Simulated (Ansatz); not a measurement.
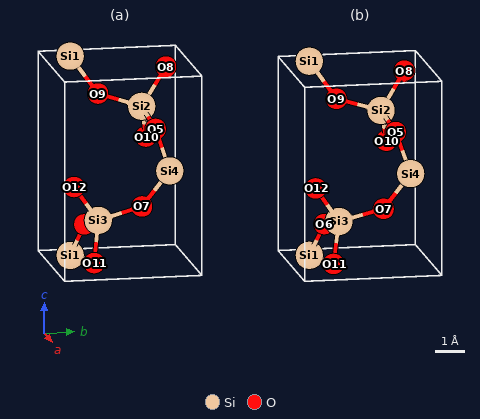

The structure of solid SiO2 (set up in P4_32_12) before (left) and after (right) a relaxation, at one scale.

Style: ball-and-stick. Shown: the cell of the calculation, slightly off an axis.

Case: biaxial strain in the a-b plane of -3.0 %; c and atoms relaxed.

These are results of DFT PBEsol, scalar-relativistic, plane waves, PAW (Ansatz 0.2.0), not measurements.

Input
```yaml
crystal:
  lattice:
    - [4.876948021, 0.0, 0.0]
    - [0.0, 4.876948021, 0.0]
    - [0.0, 0.0, 7.1318324138]
  atoms:
    - { symbol: Si, position: [0.1961481169, 0.1961481169, 0.0] }
    - { symbol: Si, position: [0.3038518831, 0.6961481169, 0.75] }
    - { symbol: Si, position: [0.6961481169, 0.3038518831, 0.25] }
    - { symbol: Si, position: [0.8038518831, 0.8038518831, 0.5] }
    - { symbol: O, position: [0.6141995388, 0.7373994315, 0.6831483969] }
    - { symbol: O, position: [0.3858004612, 0.2626005685, 0.1831483969] }
    - { symbol: O, position: [0.7373994315, 0.6141995388, 0.3168516031] }
    - { symbol: O, position: [0.2373994315, 0.8858004612, 0.9331483969] }
    - { symbol: O, position: [0.2626005685, 0.3858004612, 0.8168516031] }
    - { symbol: O, position: [0.1141995388, 0.7626005685, 0.5668516031] }
    - { symbol: O, position: [0.8858004612, 0.2373994315, 0.0668516031] }
    - { symbol: O, position: [0.7626005685, 0.1141995388, 0.4331483969] }
basis:
  ecutwfc: 420
kpoints:
  mp_grid: { grid: [6, 6, 4] }
hamiltonian:
  xc: pbesol
scf:
  occupations: { method: gaussian, width: 0.02 }
output:
  forces: true
  stress: true
  eigenvalues: true
relax:
  adjacent_minimum: "off"
  f_tol: 0.008
  max_steps: 40
  cell: { stress_tol: 0.015, fix: [a, b, gamma] }
```

Launched with:
```bash
ansatz run input.yaml --threads 2 --pin off --max-ram 5120MiB --backend cpu --events-out ev --progress --plain --runs-dir out
```

Summarise the run.

Answer. The largest moves relative to the cell, 0.067 Å, are those of 8 atoms (O5, O6, O7, O8 and others). O10 goes roughly along [3 1 −1]. By element the largest moves are O 0.067 Å, Si 0.038 Å. The drawn cell changes as follows: a = b unchanged at 4.877 Å, c 7.132 → 6.945 Å (−2.6 %); the volume changes by −2.6 %. Among the contacts that change: Si1–O11 1.600 → 1.619 Å, Si1–O6 1.633 → 1.620 Å. Bond angles that change, for instance: Si1–O8–Si2 143.1° → 140.5°. The space group stays P4_32_12 (No. 96). Over 7 accepted moves (10 points after the start) the energy falls by 7.0 meV per atom. The largest force component goes from 0.72 to under 0.0001 eV/Å. Pressure: 2.05 GPa at the start and 1.18 GPa at the end. At 3 points the geometry stayed and the basis and grid were re-selected for the new cell (energy shift of 0.9 meV per atom at most each time). Cost: 2.2 min on 2 threads of Arm Neoverse V1, on a shared host, peak memory 0.48 GiB.
